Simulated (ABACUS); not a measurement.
# NaH: 7 runs along one coordinate

System: NaH (2 atoms in the cell).
Method: Kohn-Sham DFT of a periodic cell, PBEsol, PseudoDojo NC SR 0.4.1 PBEsol standard, no spin polarisation (ABACUS 3.10.1).

The 7 runs differ only in the geometry, by an even scaling of the cell at fixed fractional positions. The structure derives from an entry of the Crystallography Open Database.

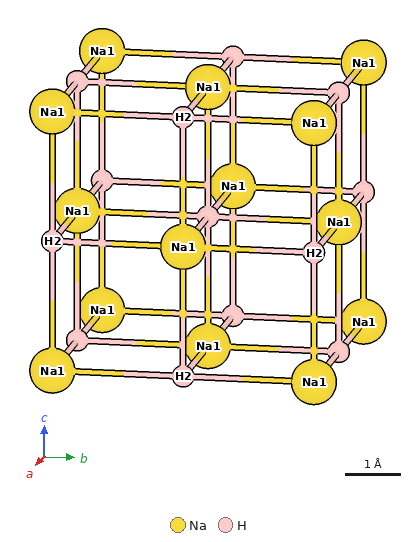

Figure 1. The structure of run 4 (ball-and-stick view of the cell 4 times as large as that of the calculation, set on its symmetry axes, seen slightly off an axis; atoms are numbered from 1 in the order of the input). An atom can appear more than once, as a periodic image.

### Input of run 4
```
INPUT_PARAMETERS
suffix              NaH
calculation         scf
basis_type          pw
pseudo_dir          ./
symmetry            1
dft_functional      pbesol
ecutwfc             89
pseudo_rcut         7
nspin               1
nbands              9
ks_solver           dav
smearing_method     fd
smearing_sigma      0.00367493
scf_thr             1e-08
scf_nmax            100
mixing_type         broyden
mixing_beta         0.7
cal_force           1
cal_stress          1
kpar                4
```

### File STRU of run 4
```
ATOMIC_SPECIES
Na 22.9898 Na.upf
H 1.0080 H.upf

LATTICE_CONSTANT
1.8897261246

LATTICE_VECTORS
0.0000000000 2.4400000000 2.4400000000
2.4400000000 0.0000000000 2.4400000000
2.4400000000 2.4400000000 0.0000000000

ATOMIC_POSITIONS
Direct

Na
0.0
1
0.0000000000 0.0000000000 0.0000000000 1 1 1

H
0.0
1
0.5000000000 0.5000000000 0.5000000000 1 1 1
```

### File KPT of run 4
```
K_POINTS
0
Gamma
9 9 9 0 0 0
```

Command:
```bash
OMP_NUM_THREADS=1 mpirun -np 4 abacus > log
```

Run 5 differs from it as follows:
```diff
-0.0000000000 2.4400000000 2.4400000000
-2.4400000000 0.0000000000 2.4400000000
-2.4400000000 2.4400000000 0.0000000000
+0.0000000000 2.4561594113 2.4561594113
+2.4561594113 0.0000000000 2.4561594113
+2.4561594113 2.4561594113 0.0000000000
```

### Results, with one run withheld

| run | volume per atom (Å³) | free energy per atom, from the lowest run given (meV) | pressure (GPa) | gap on the mesh (eV) |
| --- | --- | --- | --- | --- |
| 1 | 13.655 | 0.00 | 0.19 | 3.93 |
| 2 | 13.946 | 0.09 | −0.31 | 3.90 |
| 3 | 14.236 | 1.04 | −0.76 | 3.86 |
| 4 | 14.527 | 2.77 | −1.17 | 3.83 |
| 5 | 14.817 | ? | ? | ? |
| 6 | 15.108 | 8.28 | −1.88 | 3.76 |
| 7 | 15.398 | 11.94 | −2.19 | 3.73 |

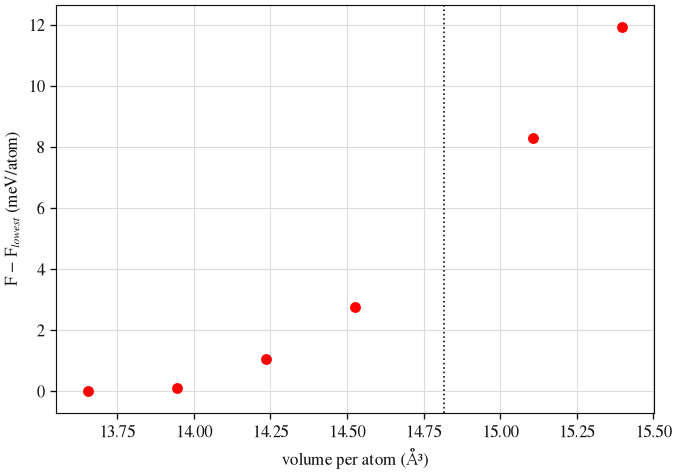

Figure 2. Free energy per atom of the runs given; the dotted line marks run 5.

Fit the runs given and predict run 5.

A cubic polynomial in V^(−2/3) (the Birch–Murnaghan form), fitted to the 6 runs given, misses them by under 0.01 meV per atom. With x = V^(−2/3) − 0.16851 Å⁻², it reads F = 2.2815 − 849.82 x + 77292 x² − 1.0367e+05 x³ (meV per atom). At run 5 it gives 5.20 meV per atom, and the run itself gives 5.21. The slope of the fit gives a pressure −dF/dV of −1.53 GPa there, and the run prints −1.54 GPa. The fit has its minimum at 13.769 Å³ per atom, where V d²F/dV² gives 23.7 GPa: the bulk modulus at this level, since symmetry fixes the shape and the positions. The gap on the mesh goes, without turning, from 3.93 eV in run 1 to 3.73 eV in run 7; run 5 has 3.79 eV. These are gaps of this functional on this mesh, which can miss the band edges; they aren't the measured gap.

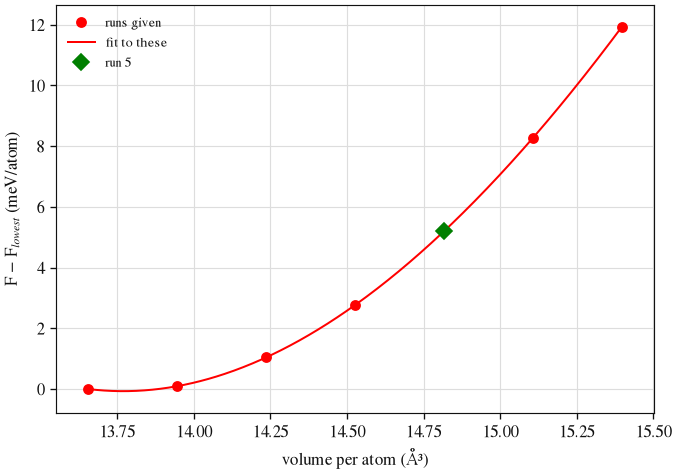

Figure 3. The fit and the withheld run.

### Some lines of the output (run 5)
```
[...]
                          Volume (Bohr^3) = 199.984
                             Volume (A^3) = 29.6346
 E_Fermi        0.0110160163         0.1498805915
 E_Fermi        0.1510859787         2.0556301981
 E_Fermi        0.1229347229         1.6726127140
 E_Fermi        0.1233672622         1.6784977127
 E_Fermi        0.1232107450         1.6763681865
 E_KS(sigma->0) -92.4423562232       -1257.7427811818
 E_Fermi        0.1232620286         1.6770659360
 final etot is -1257.7427812 eV
 EFERMI = 1.677065936 eV
 TOTAL-PRESSURE: -15.447408 KBAR
 !FINAL_ETOT_IS -1257.7427811818420196 eV
```
